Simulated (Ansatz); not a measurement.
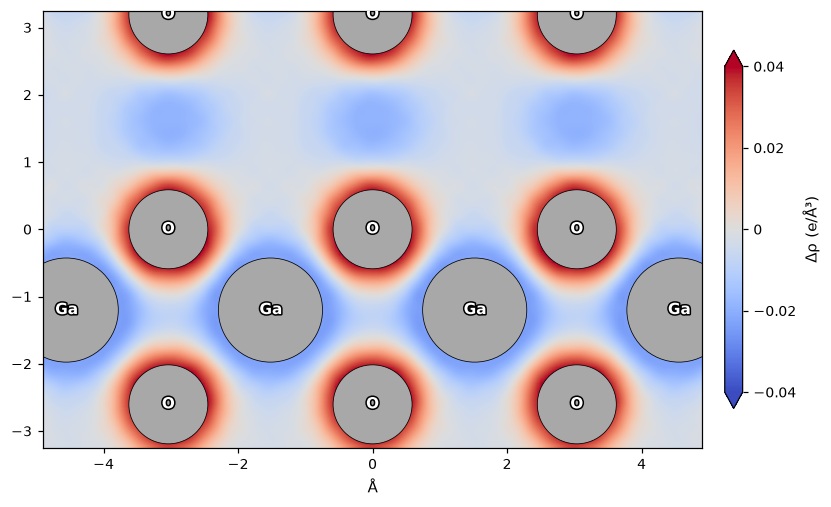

Ga2O3. Difference of the valence pseudo-densities of two functionals at the same geometry, on the (010) plane of the calculation cell: r2SCAN less LDA.

Both computed with Ansatz (plane waves, PAW), on the same k-point mesh. Grey discs cover the atomic cores.

**What does the difference map show?**

Against LDA, r2SCAN gives less density around Ga (−0.015 e/Å³ on average at 1.0 Å from the nucleus), more density around O (+0.024 e/Å³ on average at 0.7 Å from the nucleus), less density in the space between the atoms (−0.002 e/Å³ on average) and a change of −0.010 e/Å³ at the midpoint of Ga–O and −0.010 e/Å³ at the midpoint of Ga–O.
